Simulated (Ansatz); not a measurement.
**Energy of W along a shift of atoms along one path**

System: W (2 atoms in the cell).
Method: DFT LDA, scalar-relativistic, plane waves, PAW, PAW set soft_1, no spin polarisation (Ansatz 0.2.0).

The 6 runs differ only in the geometry, by a shift of atoms along one path in a fixed cell. The shift s is measured from run 4: W2 moves along the Cartesian direction (0.00, 1.00, 0.00), and W1 with it in fixed proportion. The structure derives from an entry of the Crystallography Open Database.

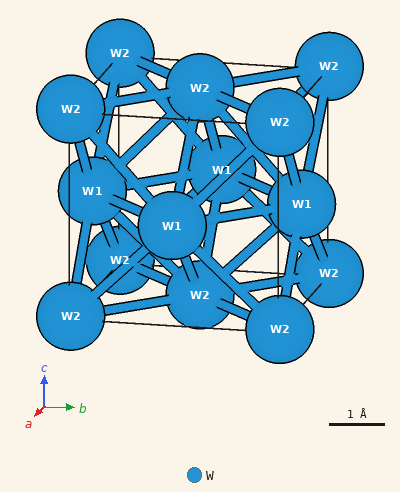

Figure 1. The structure of run 4 (ball-and-stick view of the cell 2 times as large as that of the calculation, set on its symmetry axes, seen slightly off an axis; atoms are numbered from 1 in the order of the input). An atom can appear more than once, as a periodic image.

**Input of run 4**
```yaml
crystal:
  lattice:
    - [0.0, -1.9864787844, -1.9864787844]
    - [0.0, 1.9864787844, -1.9864787844]
    - [3.9729575688, 0.0, 0.0]
  atoms:
    - { symbol: W, position: [0.5305062407, 0.4694937593, 0.493153715] }
    - { symbol: W, position: [-0.0305062407, 0.0305062407, 0.006846285] }
basis:
  ecutwfc: 420
kpoints:
  mp_grid: { grid: [16, 16, 12] }
hamiltonian:
  xc: lda
  pseudopotentials: { kind: paw, azcp: { folder: soft_1 } }
scf:
  occupations: { method: gaussian, width: 0.15 }
output:
  forces: true
  stress: true
  eigenvalues: true
```

Command:
```bash
ansatz run input.yaml --threads 2 --pin off --max-ram 4096MiB --backend cpu --events-out ev --progress --plain --runs-dir out
```

Lattice vectors (Å) and fractional positions of run 4:
```
   0.000000   -1.986479   -1.986479
   0.000000    1.986479   -1.986479
   3.972958    0.000000    0.000000
W   0.530506  0.469494  0.493154
W  -0.030506  0.030506  0.006846
```

Run 2 differs from it as follows:
```diff
-    - { symbol: W, position: [0.5305062407, 0.4694937593, 0.493153715] }
-    - { symbol: W, position: [-0.0305062407, 0.0305062407, 0.006846285] }
+    - { symbol: W, position: [0.5101687469, 0.4898312531, 0.493153715] }
+    - { symbol: W, position: [-0.0101687469, 0.0101687469, 0.006846285] }
```

**Results, with one run withheld**

| run | shift s of W2 (Å) | free energy per atom, from the lowest run given (meV) | pressure (GPa) | force along the path (eV/Å) |
| --- | --- | --- | --- | --- |
| 1 | −0.1212 | 0.00 | 0.34 | 0.000 |
| 2 | −0.0808 | ? | ? | ? |
| 3 | −0.0404 | 23.19 | 1.94 | −1.141 |
| 4 | 0.0000 | 52.12 | 3.86 | −1.729 |
| 5 | 0.0404 | 93.26 | 6.60 | −2.366 |
| 6 | 0.0808 | 149.34 | 10.07 | −3.240 |

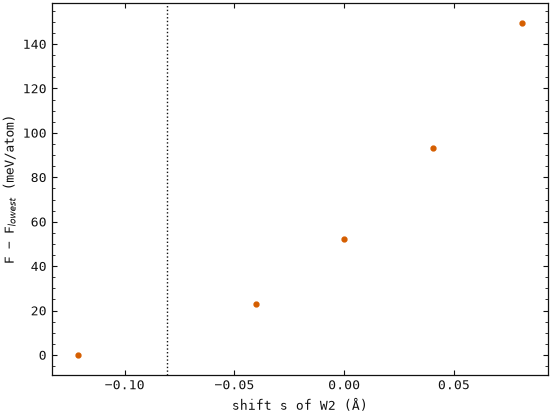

Figure 2. Free energy per atom of the runs given; the dotted line marks run 2.

Fit the runs given and predict run 2.

A cubic polynomial in the coordinate, fitted to the 5 runs given, misses them by at most 0.24 meV per atom. With x = s + 0.0081, it reads F = 45.151 + 798.77 x + 3901.5 x² + 3268.2 x³ (meV per atom). At run 2 it gives 6.45 meV per atom, and the run itself gives 5.83. The slope of the fit gives a force −dF/ds of −0.567 eV/Å along the path (summed over the atoms that move), and the printed forces give −0.577 eV/Å. The fit has no minimum inside this range. The fit misses that run by 0.62 meV per atom.

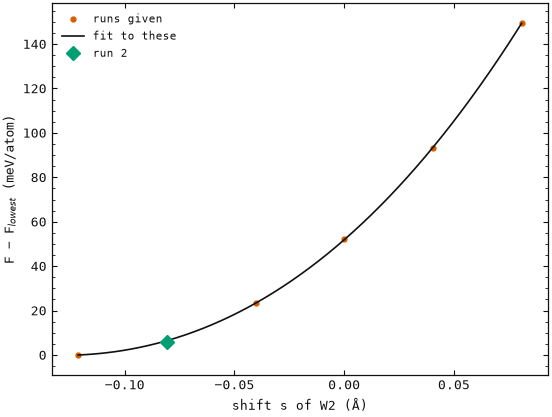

Figure 3. The fit and the withheld run.

**Output, shortened to warnings, some set-up lines, iterations and results (run 2)**
```
Warning: [file] the record states the generating functional pbe (its physics header spells it `PBE`), which answers neither for hamiltonian.xc's functional nor for the lda family's — results may be inconsistent (PPs are generated against a specific XC)
Basis set: ecut = 420 eV, 633 PW (Γ)
Symmetry: 4 space group operations
k-points: 826 of 3072
Initial density: superposition of atomic densities (chi_scale 0.1, normalization cell)
[...]
SCF iter   1: F=—  HF=-20260.729660 eV  |F-HF|=—  |Δ(HF+E_count)|=         —  Δρ=5.51e-2  dr2=8.72e-1  ethr=3.10e-3  ⟨swp⟩=4.9  Hψ=58916  notcnv=0
SCF iter   2: F=—  HF=-20260.490917 eV  |F-HF|=—  |Δ(HF+E_count)|=   2.39e-1  Δρ=3.34e-2  dr2=3.15e-1  ethr=3.10e-3  ⟨swp⟩=2.0  Hψ=24418  notcnv=0  defer=57
SCF iter   3: F=—  HF=-20260.360415 eV  |F-HF|=—  |Δ(HF+E_count)|=   1.31e-1  Δρ=1.47e-3  dr2=7.86e-4  ethr=1.13e-3  ⟨swp⟩=2.9  Hψ=27452  notcnv=0  defer=57
SCF iter   4: F=—  HF=-20260.360869 eV  |F-HF|=—  |Δ(HF+E_count)|=   4.53e-4  Δρ=1.17e-3  dr2=1.43e-3  ethr=2.81e-6  ⟨swp⟩=2.0  Hψ=24459  notcnv=0  defer=57
SCF iter   5: F=—  HF=-20260.360452 eV  |F-HF|=—  |Δ(HF+E_count)|=   4.17e-4  Δρ=1.30e-4  dr2=1.03e-5  ethr=2.81e-6  ⟨swp⟩=2.1  Hψ=22108  notcnv=0  defer=57
SCF iter   6: F=—  HF=-20260.360448 eV  |F-HF|=—  |Δ(HF+E_count)|=   4.15e-6  Δρ=3.12e-5  dr2=3.72e-7  ethr=3.68e-8  ⟨swp⟩=2.1  Hψ=22537  notcnv=0  defer=57
SCF iter   7: F=-20260.360448 eV  HF=-20260.360448 eV  |F-HF|=5.82e-11  |Δ(HF+E_count)|=   1.11e-7  Δρ=6.50e-6  dr2=5.42e-9  ethr=3.57e-10  ⟨swp⟩=5.2  Hψ=61935  notcnv=0
SCF 1 converged in 7 iterations: F = -20260.360448 eV  dr2 = 5.42e-9
SCF converged after 7 iterations
Free energy (F): -20260.360448 eV
Harris-Foulkes:  -20260.360448 eV  (|F-HF|=5.82e-11)
Internal energy: -20260.334193 eV  (E = F + TS)
E sigma→0 (E₀):  -20260.347320 eV
Entropy (-TS):   -0.026255 eV (-13.128 meV/atom)
Fermi energy:    21.866976 eV
--- Per-component energies (eV) ---
  E_band       = -167.343012
  E_kinetic    = 847.851403
  E_local      = -1088.597503  (includes V_loc(G=0)·N_el)
  E_nonlocal   = -38.756925
  E_hartree    = 456.002443
  E_xc         = -532.564833
  E_vxc        = -464.026912  (∫ρ·V_xc dr)
  E_paw        = -16649.548788  (= ΣΔE_a)
  E_vpaw       = -335.817535  (= ΣTr[D̂ρ^β])
  E_aug_tail   = 0.000299  (compensation charges beyond the density's cutoff)
  E_ewald      = -3255.286790
  E_core_change = 0.566499  (= ΣΔE_core)
  E_smearing   = -0.026255  (= −TS)
  E_closure    = 0.000000  (closes the sum)
  Σ components = -20260.360448   (vs F -20260.360448, Δ=0.00e0)
--- Forces (eV/Å), atoms counted from 1 ---
  atom   1  W      0.85270705     0.28838308     0.00000000
  atom   2  W     -0.85270705    -0.28838308     0.00000000
  max |Σ_I F_I| component: 0.00e0 eV/Å
--- Stress (GPa, compression-positive) ---
        0.068888      -1.000007       0.000000
       -1.000007       0.608717       0.000000
        0.000000       0.000000       1.580308
  P = ⅓ Tr σ = 0.7526 GPa (7.526 kbar)
```

Warnings of the run: the PAW datasets were made with another functional. Spin–orbit coupling is left out, which matters for W.
